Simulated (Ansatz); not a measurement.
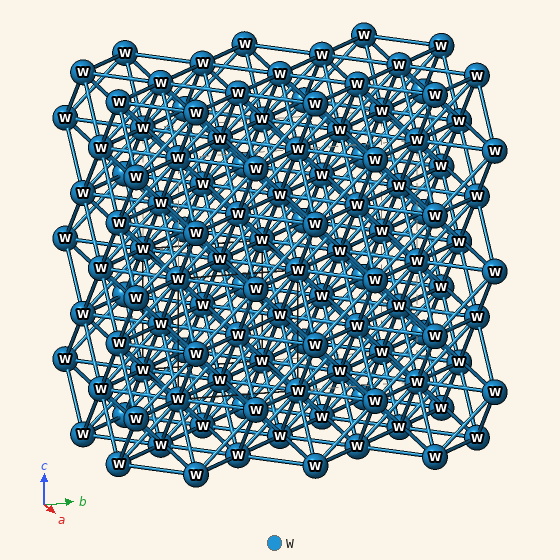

System W (space group Fm-3m, No. 225); source of the atomic positions: the end point of a relaxation with Ansatz, DFT, PBE, PAW with Ansatz's default frozen-core files, scalar-relativistic; the starting structure was generated, so it need not be a known form of this composition.

Bonds are taken as W–W below 3.2 Å; no other contact counts. Simplification: prune 0- and 1-connected atoms, fold 2-connected ones into links.

### What kind of net remains, and which atoms are its nodes?

A uninodal 12-connected, three-periodic net: W is a 12-connected node.

### Does the net have a name?

It is the fcu net, known from cubic close packing.

### Is the net interpenetrated?

It is a single net, without interpenetration.

### Give the point symbol of each node (shortest cycle at each angle).

W: 3²⁴·4³⁶·5⁶.
